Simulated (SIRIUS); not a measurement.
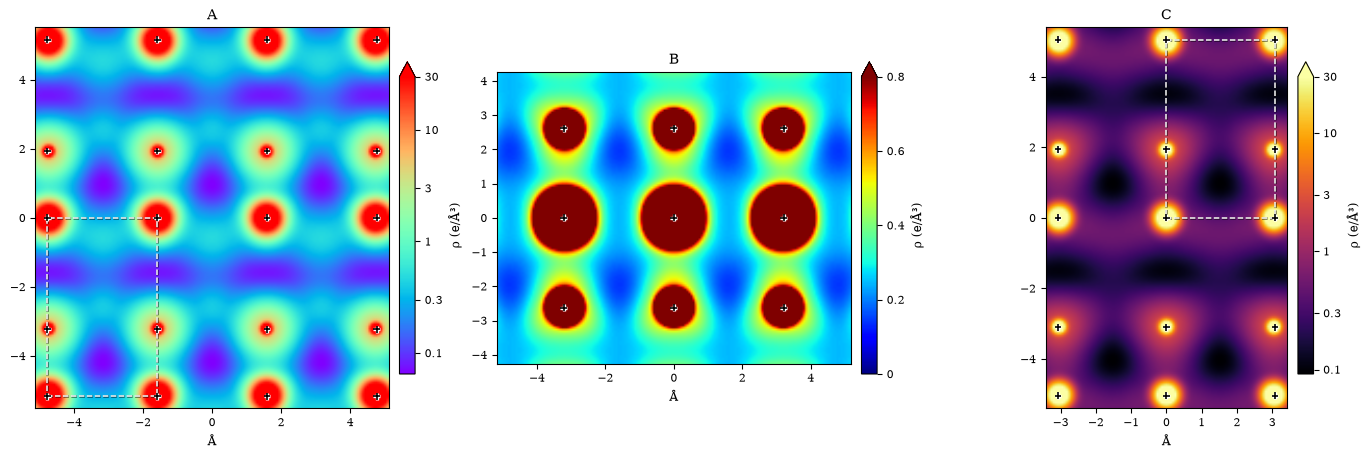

The total electron density of 3 systems, each on a plane through atoms (crosses mark nuclei in the plane).

Theory: Kohn-Sham DFT of a periodic cell, PBEsol, all-electron FP-LAPW in SIRIUS.

System 1: Si$_{2}$W, the (010) plane of the conventional cell. Space group I4/mmm.

```
W Si
1.0
     3.21380    0.00000    0.00000
     0.00000    3.21380    0.00000
     0.00000    0.00000    7.82990
W Si
2 4
Cartesian
  0.0000 0.0000 0.0000
  1.6069 1.6069 3.9150
  0.0000 0.0000 5.2092
  1.6069 1.6069 1.2943
  0.0000 0.0000 2.6207
  1.6069 1.6069 6.5356
```

System 2: GaN, the (100) plane of the conventional cell. Space group P6₃mc.

```
Ga N
1.0
     3.18000    0.00000    0.00000
    -1.59000    2.75396    0.00000
     0.00000    0.00000    5.16600
Ga N
2 2
Direct
  0.66667 0.33333 0.50000
  0.33333 0.66667 0.00000
  0.66667 0.33333 0.87500
  0.33333 0.66667 0.37500
```

System 3: SiC, the (100) plane of the conventional cell. Space group P6₃mc; not relaxed (largest force 0.7 eV/Å).

> Which map belongs to which system?

Panel A is system 2, GaN: the plane holds Ga and N. Ga–N (1.94 Å): ρ is about 0.76 e/Å³ halfway. Panel B is system 1, Si$_{2}$W: the plane holds W and Si. Si–W (2.62 Å): ρ at the midpoint is about 0.42 e/Å³. Panel C is system 3, SiC: the plane holds Si and C. Si–C (1.94 Å): ρ is about 0.8 e/Å³ halfway.
